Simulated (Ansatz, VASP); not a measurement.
**Cross-check of PtSe2 between VASP and Ansatz**

Wanted: the spread between two codes on one cell, functional and k mesh. The cell is generated by rule, not measured, and may not be a known phase. The cell comes out of the VASP series on this material, whose earlier steps may have relaxed, scaled or displaced it; both programs get it as it stands.

Main program and level: Ansatz 0.2.0; plane waves, with VASP 6.6.1 beside it; band structure at PBE, spin-orbit coupling.

The structure was built from a prototype and need not be the compound's stable phase.

### 1. The structure

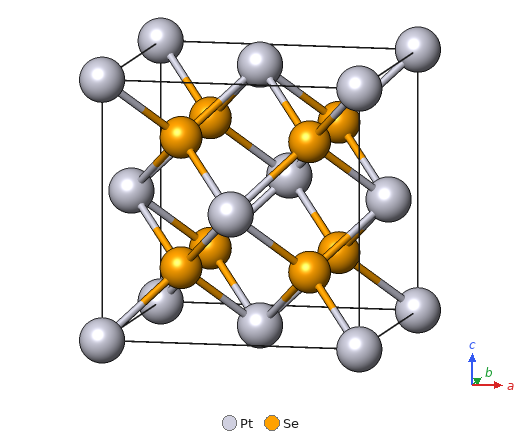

Start, viewed slightly off an axis; platinum light grey, selenium orange. This picture shows the conventional cell, with its axes. Some periodic images of atoms are drawn too.

Coordinates:

```
Pt Se
1.0
     0.00000    3.27843    3.27843
     3.27843    0.00000    3.27843
     3.27843    3.27843    0.00000
Pt Se
1 2
Cartesian
  0.0000 0.0000 0.0000
  1.6392 1.6392 1.6392
  4.9176 4.9176 4.9176
```

### 2. VASP: band structure, PBE, spin-orbit coupling

Levels along a path test the potential and the projectors away from the mesh points.

Lines of VASP's logs that name or quote its potential files are left out, and so is its time.

INCAR

```
SYSTEM = PtSe2
PREC = Accurate
ENCUT = 400
EDIFF = 1E-06
NELM = 100
ISMEAR = 0
SIGMA = 0.02
LREAL = .FALSE.
ALGO = Normal
GGA = PE
LNONCOLLINEAR = .TRUE.
MAGMOM = 0 0 0 0 0 0 0 0 0
NBANDS = 34
GGA_COMPAT = .FALSE.
LASPH = .TRUE.
LSORBIT = .TRUE.
LMAXMIX = 4
LORBIT = 11
LWAVE = .FALSE.
LCHARG = .FALSE.
KPAR = 4
ISIF = 2
```

POSCAR

```
PtSe2
1.0
    0.0000000000      3.2784300000      3.2784300000
    3.2784300000      0.0000000000      3.2784300000
    3.2784300000      3.2784300000      0.0000000000
Pt Se
1 2
Direct
    0.0000000000      0.0000000000      0.0000000000
    0.2500000000      0.2500000000      0.2500000000
    0.7500000000      0.7500000000      0.7500000000
```

KPOINTS

```
Automatic mesh
0
Gamma
8 8 8
0 0 0
```

KPOINTS_OPT

```
Line mode
16
Line-mode
Reciprocal
  0.00000000   0.00000000   0.00000000 GAMMA
  0.50000000   0.00000000   0.50000000 X

  0.50000000   0.00000000   0.50000000 X
  0.50000000   0.25000000   0.75000000 W

  0.50000000   0.25000000   0.75000000 W
  0.37500000   0.37500000   0.75000000 K

  0.37500000   0.37500000   0.75000000 K
  0.00000000   0.00000000   0.00000000 GAMMA

  0.00000000   0.00000000   0.00000000 GAMMA
  0.50000000   0.50000000   0.50000000 L

  0.50000000   0.50000000   0.50000000 L
  0.62500000   0.25000000   0.62500000 U

  0.62500000   0.25000000   0.62500000 U
  0.50000000   0.25000000   0.75000000 W

  0.50000000   0.25000000   0.75000000 W
  0.50000000   0.50000000   0.50000000 L

  0.50000000   0.50000000   0.50000000 L
  0.37500000   0.37500000   0.75000000 K

  0.62500000   0.25000000   0.62500000 U
  0.50000000   0.00000000   0.50000000 X
```

Potentials, in the order of the species: Pt and Se (PBE family, release 64).

Launch:

```sh
> mpirun -np 4 vasp_ncl
```

Numbers of over 12 decimals in the logs are rounded to 6 here.

What it wrote:

```text
[banner, memory and clock lines left out]
running    4 mpi-ranks, on    1 nodes
 distrk:  each k-point on    1 cores,    4 groups
 distr:  one band on    1 cores,    1 groups

 POSCAR found type information on POSCAR PtSe
 POSCAR found :  2 types and       3 ions
 LDA part: xc-table for (Slater+PW92), standard interpolation
 POSCAR, INCAR and KPOINTS ok, starting setup
 FFT: planning ... GRIDC
 FFT: planning ... GRID_SOFT
 FFT: planning ... GRID
 WAVECAR not read
 entering main loop
       N       E                     dE             d eps       ncg     rms          rms(c)
DAV:   1     0.987866953690E+02    0.98787E+02   -0.82100E+03  1980   0.912E+02
DAV:   2    -0.708210925698E+01   -0.10587E+03   -0.99350E+02  2394   0.197E+02
DAV:   3    -0.133480281734E+02   -0.62659E+01   -0.61009E+01  2330   0.459E+01
DAV:   4    -0.134287443068E+02   -0.80716E-01   -0.80257E-01  2322   0.571E+00
DAV:   5    -0.134299577598E+02   -0.12135E-02   -0.12123E-02  2342   0.690E-01    0.961E+00
DAV:   6    -0.134201903463E+02    0.97674E-02   -0.52375E+00  2036   0.182E+01    0.930E+00
DAV:   7    -0.129630702642E+02    0.45712E+00   -0.86460E-01  2032   0.977E+00    0.440E+00
DAV:   8    -0.129740018413E+02   -0.10932E-01   -0.27744E-01  2042   0.343E+00    0.141E+00
DAV:   9    -0.129548015331E+02    0.19200E-01   -0.55993E-02  2104   0.203E+00    0.452E-01
DAV:  10    -0.129545788762E+02    0.22266E-03   -0.31179E-03  2230   0.324E-01    0.300E-01
DAV:  11    -0.129542133524E+02    0.36552E-03   -0.12322E-03  2050   0.179E-01    0.119E-01
DAV:  12    -0.129541312156E+02    0.82137E-04   -0.28406E-04  2214   0.134E-01    0.451E-02
DAV:  13    -0.129541339839E+02   -0.27684E-05   -0.19141E-05  2102   0.340E-02    0.323E-02
DAV:  14    -0.129541341324E+02   -0.14845E-06   -0.28840E-05  2094   0.483E-02    0.571E-03
DAV:  15    -0.129541343832E+02   -0.25080E-06   -0.29447E-06  2214   0.986E-03
   1 F= -.12954134E+02 E0= -.12952978E+02  d E =-.231186E-02  mag=     0.0000     0.0000    -0.0000
 Start KPOINTS_OPT (optional k-point list driver)
k-point batch [1-29\160]
       N       E                     dE             ncg
DAV:   1     0.306505828921E+04   -0.90411E+04     1980
DAV:   2     0.203136575699E+02   -0.30447E+04     2404
DAV:   3    -0.150971066680E+03   -0.17128E+03     2364
DAV:   4    -0.153572721271E+03   -0.26017E+01     2276
DAV:   5    -0.153621667415E+03   -0.48946E-01     2416
DAV:   6    -0.153623092939E+03   -0.14255E-02     2350
DAV:   7    -0.153623142142E+03   -0.49203E-04     2264
DAV:   8    -0.153623144344E+03   -0.22022E-05     1828
DAV:   9    -0.153623144453E+03   -0.10874E-06     1456
[...]
k-point batch [146-160\160]
       N       E                     dE             ncg
DAV:   1     0.916685661909E+04   -0.71631E+04     1028
DAV:   2     0.761609891275E+04   -0.15508E+04     1312
DAV:   3     0.753450122696E+04   -0.81598E+02     1226
DAV:   4     0.753355288768E+04   -0.94834E+00     1238
DAV:   5     0.753353519451E+04   -0.17693E-01     1252
DAV:   6     0.753353463648E+04   -0.55803E-03     1316
DAV:   7     0.753353461826E+04   -0.18220E-04     1156
DAV:   8     0.753353461747E+04   -0.78734E-06      978
```

OUTCAR, selected parts (step 2):

```text
ion  position               nearest neighbor table
   1  0.000  0.000  0.000-   3 2.84   3 2.84   3 2.84   2 2.84   3 2.84   2 2.84   2 2.84   2 2.84

  LATTYP: Found a face centered cubic cell.
 ALAT       =     6.5568600000

 Subroutine GETGRP returns: Found 48 space group operations
 (whereof 48 operations were pure point group operations)

The static configuration has the point symmetry O_h .

 Found     29 irreducible k-points:

   k-points           NKPTS =     29   k-points in BZ     NKDIM =     29   number of bands    NBANDS=     34

   dimension x,y,z NGX =    30 NGY =   30 NGZ =   30
   dimension x,y,z NGXF=    60 NGYF=   60 NGZF=   60

   ENCUT  =  400.0 eV  29.40 Ry    5.42 a.u.   7.56  7.56  7.56*2*pi/ulx,y,z

   NELECT =      22.0000    total number of electrons

 k-points in reciprocal lattice and weights: Automatic mesh
   0.00000000  0.00000000  0.00000000       0.002
   0.12500000  0.00000000  0.00000000       0.016
   0.25000000  0.00000000  0.00000000       0.016
   0.37500000  0.00000000  0.00000000       0.016
   0.50000000  0.00000000  0.00000000       0.008
   0.12500000  0.12500000  0.00000000       0.012
   0.25000000  0.12500000  0.00000000       0.047
   0.37500000  0.12500000  0.00000000       0.047
   0.50000000  0.12500000  0.00000000       0.047
[...]
-0.37500000  0.50000000  0.12500000       0.023
  -0.25000000  0.50000000  0.25000000       0.012

 average (electrostatic) potential at core
       1 -69.3887       2 -54.5581       3 -54.5581

 E-fermi :   5.0740

 k-point     1 :       0.0000    0.0000    0.0000
  band No.  band energies     occupation
    ...
     20       4.1779      1.00000
     21       5.0288      0.99930
     22       5.0288      0.99930
     23       5.0288      0.99930
     24       5.0288      0.99930
     25       5.3647      0.00000
     26       5.3647      0.00000
     27       5.9675      0.00000
     28       5.9675      0.00000
     29       8.2701      0.00000
    ...

 k-point     2 :       0.1250    0.0000    0.0000
  band No.  band energies     occupation
    ...
     20       3.9927      1.00000
     21       4.8264      1.00000
     22       4.8264      1.00000
     23       4.9871      1.00000
     24       4.9871      1.00000
     25       5.3021      0.00000
     26       5.3021      0.00000
     27       6.8160      0.00000
     28       6.8160      0.00000
     29       8.6865      0.00000
    ...

 k-point     3 :       0.2500    0.0000    0.0000
  band No.  band energies     occupation
    ...
     20       3.4568      1.00000
     21       4.1633      1.00000
     22       4.1633      1.00000
     23       4.9773      1.00000
     24       4.9773      1.00000
     25       5.3550      0.00000
     26       5.3550      0.00000
     27       7.7458      0.00000
     28       7.7458      0.00000
     29       9.7342      0.00000
    ...

  Total       -4.2524594     -4.2524594     -4.2524594      0.0000000     -0.0000000      0.0000000
  in kB      -96.6769672    -96.6769672    -96.6769672      0.0000000     -0.0000000      0.0000000
  external PRESSURE =     -96.6769672 kB  Pullay stress =       0.0000000 kB

  energy-cutoff  :      400.00
  volume of cell :       70.47
      direct lattice vectors                 reciprocal lattice vectors
     0.000000000  3.278430000  3.278430000    -0.152512026  0.152512026  0.152512026
     3.278430000  0.000000000  3.278430000     0.152512026 -0.152512026  0.152512026
     3.278430000  3.278430000  0.000000000     0.152512026  0.152512026 -0.152512026

 POSITION                                       TOTAL-FORCE (eV/Angst)
 -----------------------------------------------------------------------------------
      0.00000      0.00000      0.00000        -0.000000      0.000000     -0.000000
      1.63922      1.63922      1.63922        -0.000000      0.000000     -0.000000
      4.91765      4.91765      4.91765         0.000000     -0.000000      0.000000
 -----------------------------------------------------------------------------------
    total drift:                                0.000000      0.000000      0.000000

  FREE ENERGIE OF THE ION-ELECTRON SYSTEM (eV)
  ---------------------------------------------------
  free  energy   TOTEN  =       -12.9541343832 eV

  energy  without entropy=      -12.9518225280  energy(sigma->0) =      -12.95297846

 Spin-Orbit-Coupling matrix elements
 Ion:    1  E_soc:     -0.7404180
 Ion:    2  E_soc:     -0.0400191
 Ion:    3  E_soc:     -0.0400191

 total charge
# of ion       s       p       d       tot
------------------------------------------
    1        0.506   0.393   7.984   8.883
    2        1.533   2.044   0.042   3.618
    3        1.533   2.044   0.042   3.618
--------------------------------------------------
tot          3.573   4.480   8.067  16.120

 magnetization (x)
# of ion       s       p       d       tot
------------------------------------------
    1        0.000   0.000  -0.000  -0.000
    2        0.000   0.000   0.000   0.000
    3        0.000   0.000   0.000   0.000
--------------------------------------------------
tot          0.000   0.000  -0.000   0.000

 magnetization (y)
# of ion       s       p       d       tot
------------------------------------------
    1       -0.000  -0.000   0.000  -0.000
    2        0.000   0.000  -0.000  -0.000
    3        0.000   0.000   0.000   0.000
--------------------------------------------------
tot         -0.000  -0.000  -0.000  -0.000

 magnetization (z)
# of ion       s       p       d       tot
------------------------------------------
    1        0.000   0.000   0.000   0.000
    2        0.000   0.000  -0.000   0.000
    3        0.000   0.000  -0.000   0.000
--------------------------------------------------
tot          0.000   0.000  -0.000   0.000

[... 3 further parts left out ...]
```

The run ends at a pressure of -9.67 GPa.

(Part 1 of 2 ends here.)

[Lines on the potential files, build, host, timing and source positions are cut from VASP's logs without a mark.]

[Logs are printed without paths, hosts, clocks, repeated set-up lines and the standing remarks that a program may print on its own settings, such as how far it seeks lower states.]

[Hosts, paths, dates, database ids (printed as entryN), source tags and the programs' standing remarks are cut or masked in the printed files.]
